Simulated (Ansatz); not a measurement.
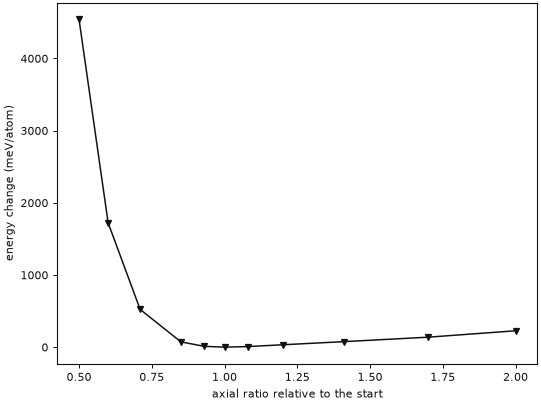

The picture above shows the energy change against relative axial ratio.

Computed with Ansatz 0.2.0: deformation of a crystal at fixed volume, lengths along the axis scaled against those across it, fractional coordinates fixed, by plane-wave density functional theory with PAW datasets, free energies less that of the undisturbed cell, pressure positive in compression; scalar-relativistic. Level: PBE, no spin polarisation.

Question: For which of these solids was it computed?
A. Au, Fm-3m (No. 225), 17.1 Å³/atom, path tetragonal
B. SrCl₂, Fm-3m (No. 225), 28.2 Å³/atom, path trigonal
C. Bi₂Se₃, R-3m (No. 166), 28.4 Å³/atom, path axial

Answer: B, SrCl₂: energy change from 0 meV/atom to 4543 meV/atom. The others give: Au, energy change from 0 meV/atom to 538 meV/atom; Bi₂Se₃, energy change from 0 meV/atom to 198 meV/atom.

For Au, limits of the calculation: reference crystal is not relaxed.

For Bi₂Se₃, limits of the calculation: gap closes along the scan on a mesh chosen for the insulator; narrow smearing for a metal; reference crystal is not relaxed; shape and atomic fractions are frozen while scaling, which makes layered, chain and framework solids too stiff.

For SrCl₂, limits of the calculation: reference crystal is not relaxed.
